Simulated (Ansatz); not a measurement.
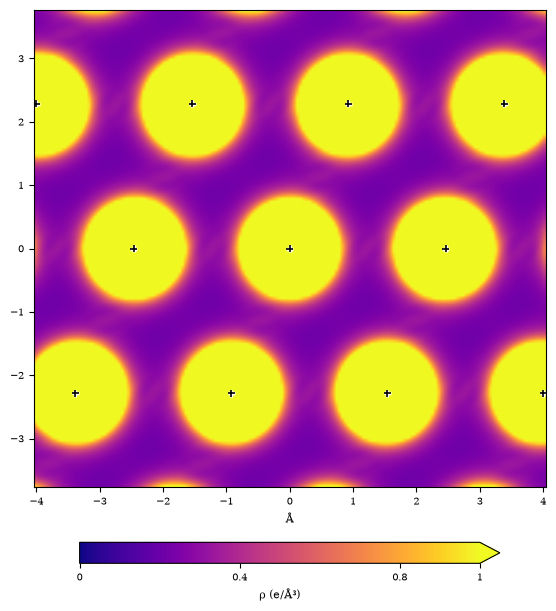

The valence pseudo-density on a plane through atoms (crosses mark nuclei in the plane).

These are results of Ansatz 0.2.0, DFT r2SCAN, scalar-relativistic, plane waves, PAW, not measurements.

Candidates:
A. Cu, a = 2.46 Å, b = 2.46 Å, c = 12.24 Å, α = 90.00°, β = 90.00°, γ = 67.99°. Space group I4/mmm; a structure from a database of computed crystals, not necessarily the ambient phase; computed without spin polarisation.
B. HfN, a = 4.89 Å, b = 4.89 Å, c = 4.89 Å, α = 90.00°, β = 90.00°, γ = 90.00°. Space group F-43m; a structure from a database of computed crystals, not necessarily the ambient phase; computed without spin polarisation.

Question: Which system is this?

Answer: Candidate A: Cu on the (001) plane of the calculation cell, which holds Cu. Cu–Cu (2.46 Å): ρ is about 0.33 e/Å³ halfway. Cu–Cu (2.75 Å): the density is about 0.23 e/Å³ at the midpoint.
